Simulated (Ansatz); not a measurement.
# Rh: a changed input and its effect

System: Rh (P6₃/mmc, 2 atoms in the cell).
Method of the first run: DFT, LDA (PW92), plane waves (420 eV) with PAW, scalar-relativistic, no spin polarisation (Ansatz 0.2.0).

Text and figures count atoms from 1; the logs count them from 0 in places.

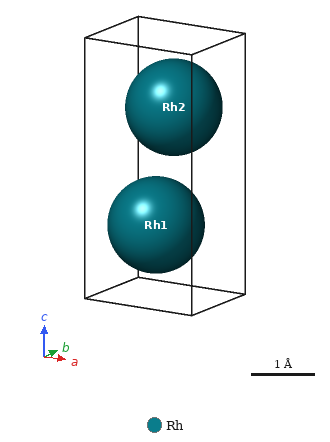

Fig. 1: The structure (spheres-only view of the cell of the calculation, seen slightly off an axis; atoms are numbered from 1 in the order of the input).

## Input file, the first run
```yaml
crystal:
  lattice:
    - [2.5965020826, 0.0, 0.0]
    - [-1.2982510413, 2.2486367646, 0.0]
    - [0.0, 0.0, 4.1890919019]
  atoms:
    - { symbol: Rh, position: [0.3333333333, 0.6666666667, 0.25] }
    - { symbol: Rh, position: [0.6666666667, 0.3333333333, 0.75] }
hamiltonian:
  xc: lda
  pseudopotentials:
    kind: paw
    azcp:
      Rh: "pseudopotentials/Rh.paw.azcp"
basis:
  ecutwfc: 420
  fft_grid_basis: typed
kpoints:
  mp_grid: { grid: [15, 15, 8], shift: [0, 0, 0] }
magnetization:
  spin_polarized: false
scf:
  occupations: { method: fermi_dirac, width: 0.1 }
  lower_state_search: "off"
output:
  stress: true
  write_density: true
  write_potential: true
  elf: true
  volumetric_format: npy
```

Hardware: 2 threads of an x86-64 CPU, shared host.

## Output, shortened to warnings, some set-up lines, iterations and results (the first run)
```
Warning: [file] the record states the generating functional pbe (its physics header spells it `PBE`), which answers neither for hamiltonian.xc's functional nor for the lda family's — results may be inconsistent (PPs are generated against a specific XC)
Basis set: ecut = 420 eV, 465 PW (Γ)
Symmetry: 24 space group operations
k-points: 135 of 1800
Initial density: superposition of atomic densities (neutral atoms: chi_scale 0, normalization atom), corrected by the library's trained network
[...]
SCF iter   1: F=—  HF=-12557.074787 eV  |F-HF|=—  |Δ(HF+E_count)|=         —  Δρ=1.47e-2  dr2=2.09e-2  ethr=1.77e-3  ⟨swp⟩=4.9  Hψ=11303  notcnv=0
SCF iter   2: F=—  HF=-12557.071432 eV  |F-HF|=—  |Δ(HF+E_count)|=   3.36e-3  Δρ=7.79e-3  dr2=5.57e-3  ethr=6.15e-5  ⟨swp⟩=1.7  Hψ=4704  notcnv=0
SCF iter   3: F=—  HF=-12557.069915 eV  |F-HF|=—  |Δ(HF+E_count)|=   1.52e-3  Δρ=2.87e-4  dr2=6.31e-6  ethr=1.64e-5  ⟨swp⟩=2.0  Hψ=3923  notcnv=0
SCF iter   4: F=—  HF=-12557.069925 eV  |F-HF|=—  |Δ(HF+E_count)|=   1.01e-5  Δρ=7.24e-5  dr2=6.92e-7  ethr=1.85e-8  ⟨swp⟩=2.0  Hψ=5209  notcnv=0
SCF iter   5: F=-12557.069925 eV  HF=-12557.069925 eV  |F-HF|=4.34e-9  |Δ(HF+E_count)|=   1.07e-7  Δρ=1.18e-5  dr2=7.95e-9  ethr=2.04e-9  ⟨swp⟩=2.0  Hψ=4566  notcnv=0
SCF iter   6: F=-12557.069925 eV  HF=-12557.069925 eV  |F-HF|=2.42e-10  |Δ(HF+E_count)|=   1.87e-9  Δρ=2.06e-6  dr2=3.61e-10  ethr=2.34e-11  ⟨swp⟩=4.7  Hψ=16113  notcnv=0
SCF 1 converged in 6 iterations: F = -12557.069925 eV  dr2 = 3.61e-10
SCF converged after 6 iterations
Free energy (F): -12557.069925 eV
Harris-Foulkes:  -12557.069925 eV  (|F-HF|=2.42e-10)
Internal energy: -12556.980768 eV  (E = F + TS)
E sigma→0 (E₀):  -12557.025346 eV
Entropy (-TS):   -0.089157 eV (-44.578 meV/atom)
Fermi energy:    25.754076 eV
--- Per-component energies (eV) ---
  E_band       = -74.061452
  E_kinetic    = 1156.747627
  E_local      = -2850.410896  (includes V_loc(G=0)·N_el)
  E_nonlocal   = 721.215217
  E_hartree    = 1004.259747
  E_xc         = -445.054506
  E_vxc        = -561.340563  (∫ρ·V_xc dr)
  E_paw        = -6928.295895  (= ΣΔE_a)
  E_vpaw       = -548.793473  (= ΣTr[D̂ρ^β])
  E_aug_tail   = 0.001533  (compensation charges beyond the density's cutoff)
  E_ewald      = -5216.688560
  E_core_change = 1.244964  (= ΣΔE_core)
  E_smearing   = -0.089157  (= −TS)
  E_closure    = -0.000000  (closes the sum)
  Σ components = -12557.069925   (vs F -12557.069925, Δ=0.00e0)
--- Stress (GPa, compression-positive) ---
       31.903582       0.000000      -0.000000
       -0.000000      31.903582      -0.000000
       -0.000000      -0.000000      32.338505
  P = ⅓ Tr σ = 32.0486 GPa (320.486 kbar)
```

For the second run the input was changed thus:
```diff
-    - [2.5965020826, 0.0, 0.0]
-    - [-1.2982510413, 2.2486367646, 0.0]
-    - [0.0, 0.0, 4.1890919019]
+    - [2.558312681, 0.0, 0.0]
+    - [-1.2791563405, 2.2155637726, 0.0]
+    - [0.0, 0.0, 4.1274786592]
```

Predict how the results change.

With the same functional and potentials, the second run lies 142.8 meV per atom higher. The pressure goes from 32.05 to 54.96 GPa. The volume per atom goes from 12.23 to 11.70 Å³. The cell is scaled evenly with the atoms at fixed fractional positions, so −ΔP/Δ ln V estimates the bulk modulus midway between the two volumes: about 520 GPa. The number of SCF iterations is the same. The plane waves at Γ go from 465 to 463.

## Output, shortened to warnings, some set-up lines, iterations and results (the second run)
```
Warning: [file] the record states the generating functional pbe (its physics header spells it `PBE`), which answers neither for hamiltonian.xc's functional nor for the lda family's — results may be inconsistent (PPs are generated against a specific XC)
Basis set: ecut = 420 eV, 463 PW (Γ)
Symmetry: 24 space group operations
k-points: 135 of 1800
Initial density: superposition of atomic densities (neutral atoms: chi_scale 0, normalization atom), corrected by the library's trained network
[...]
SCF iter   1: F=—  HF=-12556.789033 eV  |F-HF|=—  |Δ(HF+E_count)|=         —  Δρ=1.54e-2  dr2=2.03e-2  ethr=1.77e-3  ⟨swp⟩=4.9  Hψ=11406  notcnv=0
SCF iter   2: F=—  HF=-12556.785549 eV  |F-HF|=—  |Δ(HF+E_count)|=   3.48e-3  Δρ=8.14e-3  dr2=5.33e-3  ethr=5.96e-5  ⟨swp⟩=1.7  Hψ=4694  notcnv=0
SCF iter   3: F=—  HF=-12556.784232 eV  |F-HF|=—  |Δ(HF+E_count)|=   1.32e-3  Δρ=3.14e-4  dr2=7.23e-6  ethr=1.57e-5  ⟨swp⟩=2.0  Hψ=3953  notcnv=0
SCF iter   4: F=—  HF=-12556.784245 eV  |F-HF|=—  |Δ(HF+E_count)|=   1.24e-5  Δρ=7.77e-5  dr2=7.81e-7  ethr=2.13e-8  ⟨swp⟩=2.0  Hψ=5221  notcnv=0
SCF iter   5: F=-12556.784245 eV  HF=-12556.784245 eV  |F-HF|=4.34e-9  |Δ(HF+E_count)|=   7.26e-8  Δρ=1.18e-5  dr2=7.64e-9  ethr=2.30e-9  ⟨swp⟩=2.0  Hψ=4598  notcnv=0
SCF iter   6: F=-12556.784245 eV  HF=-12556.784245 eV  |F-HF|=1.78e-10  |Δ(HF+E_count)|=   2.17e-9  Δρ=1.73e-6  dr2=2.66e-10  ethr=2.25e-11  ⟨swp⟩=4.7  Hψ=16844  notcnv=0
SCF 1 converged in 6 iterations: F = -12556.784245 eV  dr2 = 2.66e-10
SCF converged after 6 iterations
Free energy (F): -12556.784245 eV
Harris-Foulkes:  -12556.784245 eV  (|F-HF|=1.78e-10)
Internal energy: -12556.701228 eV  (E = F + TS)
E sigma→0 (E₀):  -12556.742737 eV
Entropy (-TS):   -0.083017 eV (-41.508 meV/atom)
Fermi energy:    27.232868 eV
--- Per-component energies (eV) ---
  E_band       = -30.838775
  E_kinetic    = 1161.259011
  E_local      = -2741.075637  (includes V_loc(G=0)·N_el)
  E_nonlocal   = 721.846440
  E_hartree    = 969.934401
  E_xc         = -446.609962
  E_vxc        = -563.385612  (∫ρ·V_xc dr)
  E_paw        = -6928.740934  (= ΣΔE_a)
  E_vpaw       = -549.352866  (= ΣTr[D̂ρ^β])
  E_aug_tail   = 0.001553  (compensation charges beyond the density's cutoff)
  E_ewald      = -5294.561064
  E_core_change = 1.244964  (= ΣΔE_core)
  E_smearing   = -0.083017  (= −TS)
  E_closure    = -0.000000  (closes the sum)
  Σ components = -12556.784245   (vs F -12556.784245, Δ=0.00e0)
--- Stress (GPa, compression-positive) ---
       54.610614      -0.000000       0.000000
       -0.000000      54.610614       0.000000
        0.000000       0.000000      55.659783
  P = ⅓ Tr σ = 54.9603 GPa (549.603 kbar)
```

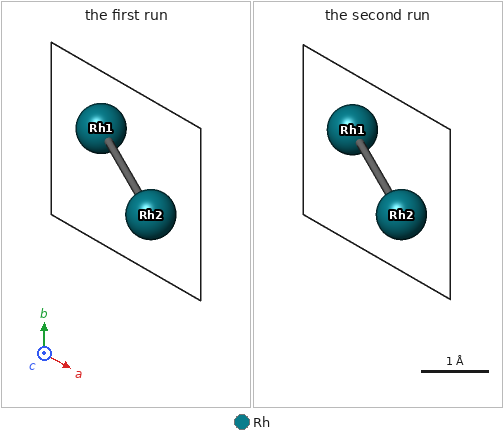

Fig. 2: The two input geometries at one scale (ball-and-stick view of the cell of the calculation, along the c axis). The atoms keep their places relative to the cell (all moves are under 0.005 Å). The volume changes by −4.3 %, with a = b 2.597 → 2.558 Å (−1.5 %), c 4.189 → 4.127 Å (−1.5 %). Among the contacts that change: Rh1–Rh1 2.597 → 2.558 Å, Rh1–Rh2 2.576 → 2.538 Å.

## The two runs side by side

| quantity | the first run | the second run |
| --- | --- | --- |
| outcome | converged | converged |
| free energy per atom (eV) | −6278.5350 | −6278.3921 |
| energy per atom, smearing taken to zero (eV) | −6278.5127 | −6278.3714 |
| pressure (GPa) | 32.05 | 54.96 |
| volume per atom (Å³) | 12.23 | 11.70 |
| SCF iterations | 6 | 6 |
| irreducible k-points | 135 | 135 |
| plane waves at Γ | 465 | 463 |
| wall time (shared host) | 1.7 s | 1.6 s |

For both runs: Warnings: the PAW datasets were made with another functional. For the first run: The cell is under a pressure of 32 GPa at this level, so it is not at its equilibrium volume. For the second run: The cell is under a pressure of 55 GPa at this level, so it is not at its equilibrium volume.
